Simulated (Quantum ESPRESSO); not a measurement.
**ZrH₂: 7 runs along one coordinate**

System: ZrH₂ (Fm-3m, 3 atoms in the cell).
Method: Kohn-Sham DFT of a periodic cell, PBEsol, GBRV 1.5 PBEsol, no spin polarisation (Quantum ESPRESSO 7.5).

The 7 runs differ only in the geometry, by an even scaling of the cell at fixed fractional positions. The structure derives from a Materials Project entry.

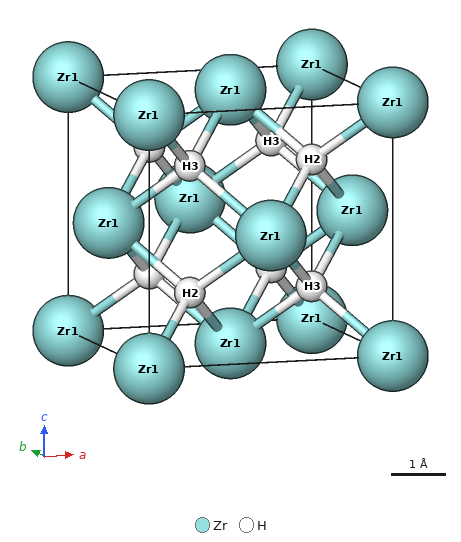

Figure 1. The structure of run 4 (ball-and-stick view of the cell 4 times as large as that of the calculation, set on its symmetry axes, seen slightly off an axis; atoms are numbered from 1 in the order of the input). An atom can appear more than once, as a periodic image.

### Input file of run 4
```
&CONTROL
  calculation = 'scf'
  prefix = 'pwscf'
  outdir = './tmp'
  pseudo_dir = './pseudo'
  tprnfor = .true.
  tstress = .true.
  disk_io = 'low'
/
&SYSTEM
  ibrav = 0
  nat = 3
  ntyp = 2
  ecutwfc = 45
  ecutrho = 360
  nbnd = 13
  occupations = 'smearing'
  smearing = 'fd'
  degauss = 0.00367493
/
&ELECTRONS
  conv_thr = 6d-10
  electron_maxstep = 120
  mixing_beta = 0.5
/
ATOMIC_SPECIES
Zr    91.2240 zr_pbesol_v1.uspp.F.UPF
H      1.0080 h_pbesol_v1.4.uspp.F.UPF
CELL_PARAMETERS angstrom
   0.0000000000    2.4092250000    2.4092250000
   2.4092250000    0.0000000000    2.4092250000
   2.4092250000    2.4092250000    0.0000000000
ATOMIC_POSITIONS crystal
Zr     0.0000000000    0.0000000000    0.0000000000
H      0.2500000000    0.2500000000    0.2500000000
H      0.7500000000    0.7500000000    0.7500000000
K_POINTS automatic
10 10 10 0 0 0
```

### File pp_density.in of run 4
```
&INPUTPP
  prefix = 'pwscf'
  outdir = './tmp'
  filplot = 'density.dat'
  plot_num = 0
/
&PLOT
  nfile = 1
  filepp(1) = 'density.dat'
  iflag = 3
  output_format = 6
  fileout = 'density.cube'
/
```

### File pp_potential.in of run 4
```
&INPUTPP
  prefix = 'pwscf'
  outdir = './tmp'
  filplot = 'potential.dat'
  plot_num = 11
/
&PLOT
  nfile = 1
  filepp(1) = 'potential.dat'
  iflag = 3
  output_format = 6
  fileout = 'potential.cube'
/
```

Command:
```bash
OMP_NUM_THREADS=1 mpirun -n 2 pw.x -nk 2 -in pw.in > pw.out
OMP_NUM_THREADS=1 mpirun -n 1 pp.x -in pp_density.in > pp_density.out
OMP_NUM_THREADS=1 mpirun -n 1 pp.x -in pp_potential.in > pp_potential.out
```

Run 3 has the same physical settings and fractional positions; its lattice vectors (Å) are:
```
   0.000000    2.393055    2.393055
   2.393055    0.000000    2.393055
   2.393055    2.393055    0.000000
```

### Results, with one run withheld

| run | volume per atom (Å³) | free energy per atom, from the lowest run given (meV) | pressure (GPa) |
| --- | --- | --- | --- |
| 1 | 8.763 | 2.74 | 3.97 |
| 2 | 8.950 | 0.00 | 0.77 |
| 3 | 9.136 | ? | ? |
| 4 | 9.323 | 4.79 | −4.72 |
| 5 | 9.509 | 11.66 | −7.07 |
| 6 | 9.696 | 21.13 | −9.19 |
| 7 | 9.882 | 32.95 | −11.11 |

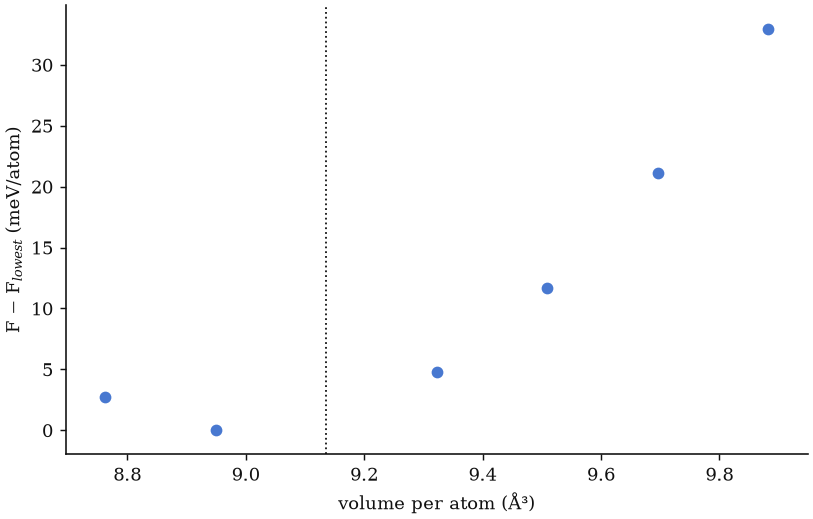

Figure 2. Free energy per atom of the runs given; the dotted line marks run 3.

Estimate the energy of run 3 from the others.

A cubic polynomial in V^(−2/3) (the Birch–Murnaghan form), fitted to the 6 runs given, misses them by at most 0.02 meV per atom. With x = V^(−2/3) − 0.22548 Å⁻², it reads F = 5.3 − 1911.6 x + 1.6894e+05 x² − 39790 x³ (meV per atom). At run 3 it gives 0.80 meV per atom, and the run itself gives 0.80. The slope of the fit gives a pressure −dF/dV of −2.10 GPa there, and the run prints −2.12 GPa. The fit has its minimum at 8.998 Å³ per atom, where V d²F/dV² gives 142 GPa: the bulk modulus at this level, since symmetry fixes the shape and the positions.

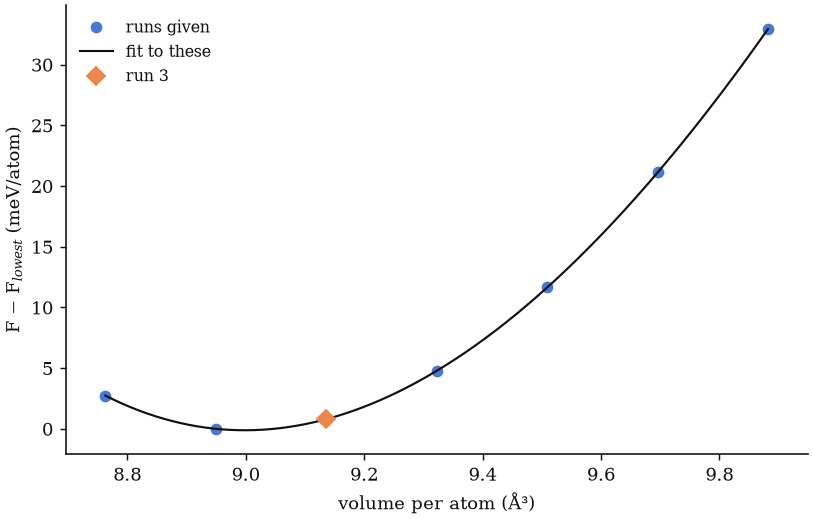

Figure 3. The fit and the withheld run.

### Some lines of the output (run 3)
```
[...]
     unit-cell volume          =     184.9630 (a.u.)^3
     number of k points=    47  Fermi-Dirac smearing, width (Ry)=  0.0037
     total energy              =    -101.55929701 Ry
     total energy              =    -101.57209851 Ry
     total energy              =    -101.57244702 Ry
     total energy              =    -101.57248480 Ry
     total energy              =    -101.57248515 Ry
     total energy              =    -101.57248537 Ry
     the Fermi energy is    12.9962 ev
!    total energy              =    -101.57248537 Ry
     The total energy is F=E-TS. E is the sum of the following terms:
     Computing stress (Cartesian axis) and pressure
          total   stress  (Ry/bohr**3)                   (kbar)     P=      -21.15
```

Notes on the run: negative rho.
